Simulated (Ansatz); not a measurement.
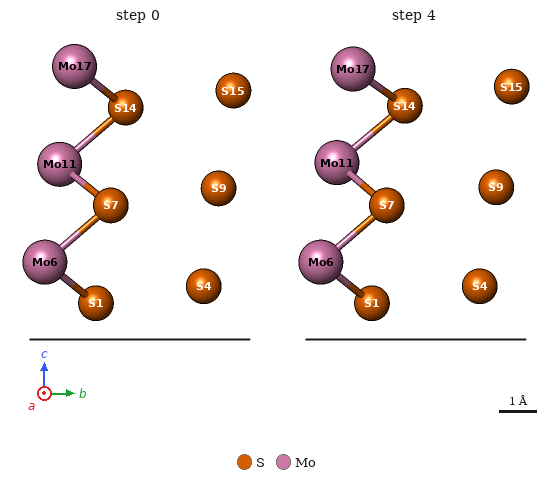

The structure of a slab of composition MoS$_{2}$ (cut from the R3m phase) before (left) and after (right) a constrained relaxation, at one scale.

Style: ball-and-stick. Shown: the cell of the calculation, outlined in the plane, without the vacuum, along the a axis.

Case: clean slab, lower half held. The slab is the (1 0 1) face of MoS2. 8 atoms are held fixed.

All numbers below come from DFT PBE+D3(BJ), scalar-relativistic, plane waves, PAW in Ansatz. Set-up: plane-wave cutoff 420 eV; k-point mesh 5 × 5 × 1; occupations gaussian; smearing width 0.05 eV; no spin polarisation; dipole correction; atoms relaxed in a fixed cell; force threshold 0.03 eV/Å; at most 70 steps.

### Describe what moved and what it gained.

After 4 geometry steps the energy has fallen by 0.236 eV per cell of the calculation. Largest force component: 1.5 eV/Å at the start, 0.024 eV/Å at the end. The largest moves, 0.13 Å, are those of S atoms. By element the largest moves are S 0.13 Å, Mo 0.10 Å. The cell doesn't change. Some distances before and after: Mo–Mo 3.153 → 3.059 Å, Mo–S 2.399 → 2.360 Å, Mo–S 2.399 → 2.438 Å. Bond angles that change, for instance: S–Mo–S 135.4° → 142.3°, Mo–S–Mo 82.2° → 79.2°, S–Mo–S 81.3° → 84.2°.
